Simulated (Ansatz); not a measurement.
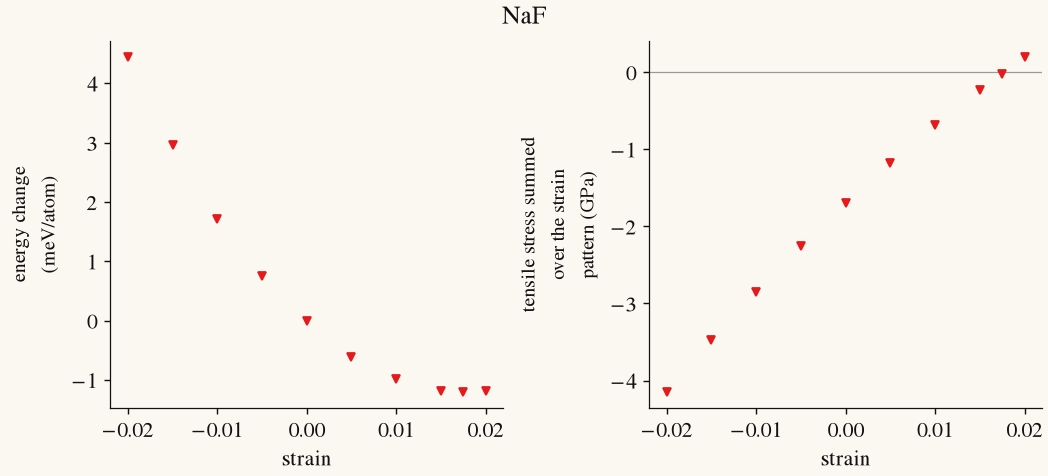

The plot gives the computed energy change and tensile stress summed over the strain pattern against strain for NaF, space group Fm-3m (No. 225).

Structure:
```
CELL_PARAMETERS angstrom
0.00000 2.32330 2.32330
2.32330 0.00000 2.32330
2.32330 2.32330 0.00000
ATOMIC_POSITIONS crystal
Na 0.00000 0.00000 0.00000
F 0.50000 0.50000 0.50000
```

Method: homogeneous strain of a crystal along one Voigt pattern with engineering shear, fractional coordinates fixed, by plane-wave density functional theory with PAW datasets, free energies less that of the undisturbed cell; scalar-relativistic (Ansatz 0.2.0). Level: PBE, no spin polarisation.

```
       setting                                                          value
   wave cutoff                                                         420 eV
        k mesh                                                          8×8×8
   occupations                                                       Gaussian
smearing width                                                        0.05 eV
       k shift                                         (0, 0, 0) (mesh steps)
         start                                                       as given
strain pattern  (0, 0, 1, 0, 0, 0) (xx yy zz yz xz xy with engineering shear)
```

Does the undistorted structure sit at the bottom of the curve?

Answer. No: the energy falls towards positive values, so the start isn't a stationary minimum along this path.

Where is the energy change lowest, and are there other minima?

Answer. The lowest computed point is at strain 0.0175 (−1.20 meV/atom), in a single well.

Read off the course of the tensile stress summed over the strain pattern.

Answer. It rises from −4.145 GPa at strain −0.0200 to 0.193 GPa at 0.0200, and changes sign near 0.0177.

Which elastic constant follows from the slope of the stress, and how large is it?

Answer. The slope of stress against strain at the start, which at zero pressure is the clamped-ion constant C33, is 108 GPa.

What does the calculation give for the second derivative of tensile stress?

Answer. −1390 GPa.

Keep in mind: reference crystal is not relaxed.
